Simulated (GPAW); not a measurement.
The B K edge of atom 3 in BN (P6_3/mmc), with 3 N at 1.44 Å (trigonal planar, site symmetry -6m2), was computed in 2 ways: full core hole (charged cell) and no core hole. Program and functional: GPAW, LDA, Gaussian full width 0.9 eV up to 4 eV, rising linearly to 3.5 eV at 25 eV; cells of 4 and 16 atoms (the run without a hole in the smaller).

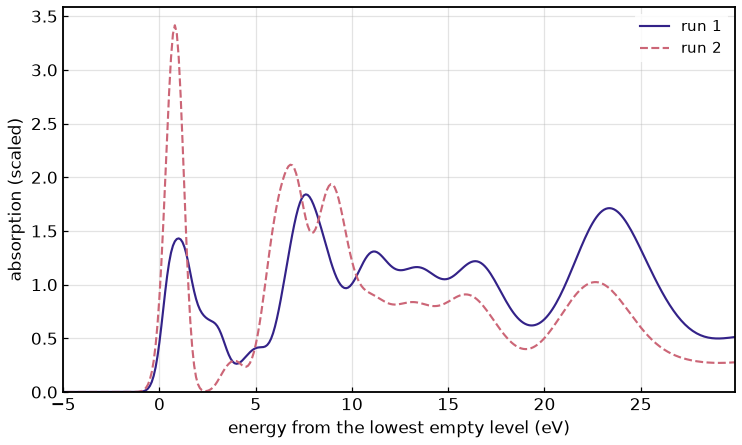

Each run is counted from its own lowest empty level or Fermi level and scaled to a mean of 1 over its first 20 eV.

The database entry behind the starting cell differs from later determinations by our own check (about 0.3 % short, minor phase), so it need not match the best structure at ambient conditions.

Which run is which?

Run 1: no core hole (area from −2 to 6 eV 4.3, main maxima 1.0 eV (1.43), 7.6 eV (1.84), 11.1 eV (1.31) and 23.4 eV (1.71)). Run 2: full core hole (charged cell) (area from −2 to 6 eV 5.5, main maxima 0.8 eV (3.42), 6.8 eV (2.12), 8.9 eV (1.94) and 22.6 eV (1.02)). With each curve scaled to its own mean, the area from −2 to 6 eV with the hole is 5.5 against 4.3, and the centre of weight from −1 to 20 eV moves by -1.5 eV: the hole pulls the absorber's empty states down.

[Hosts, paths, dates, database ids (printed as entryN), source tags and the programs' standing remarks are cut or masked in the printed files.]

[Lists of maxima count a maximum above −3 eV only where it reaches 4 % of the highest in the window and stands out from its surroundings by 2 % of it (1.5 % where it reaches 55 %); shoulders and weaker maxima are passed over, and of the rest the first, up to two pre-edge ones and the few strongest are named.]
